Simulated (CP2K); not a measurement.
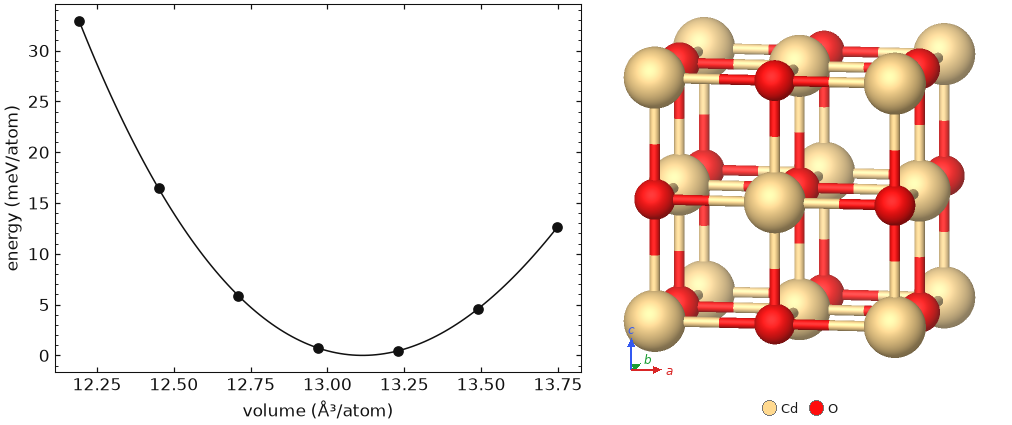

The picture above shows the energy against volume for CdO, space group Fm-3m (No. 225). The conventional cell is drawn beside the plot.

Cell as given: a = 3.323 Å, b = 3.323 Å, c = 3.323 Å, α = 60.00°, β = 60.00°, γ = 60.00°; 2 atoms.

Calculation (CP2K 2026.2): DFT in Gaussian orbitals with a plane-wave density, no spin polarisation; energies at scaled volumes of the given cell, shape and fractions fixed, counted from the fit's minimum, third-order Birch-Murnaghan fit. Level: PBEsol.

```json
{"setting": "k mesh", "value": "10×10×10"}
{"setting": "occupations", "value": "Fermi–Dirac"}
{"setting": "smearing width", "value": "0.05 eV"}
{"setting": "potentials", "value": "GTH PBE with UZH TZVP basis"}
{"setting": "density cutoff", "value": "8163 eV"}
{"setting": "program settings", "value": "ngrids 5, basis sets Cd TZVP-MOLOPT-PBE-GTH-q12, basis sets O TZVP-MOLOPT-PBE-GTH-q6, cutoff ry 600 Ry, rel cutoff ry 60 Ry"}
```

> Give the fitted equation-of-state parameters.

A third-order Birch–Murnaghan fit gives V0 = 13.11 Å³/atom, B0 = 143 GPa and B′ = 4.2.
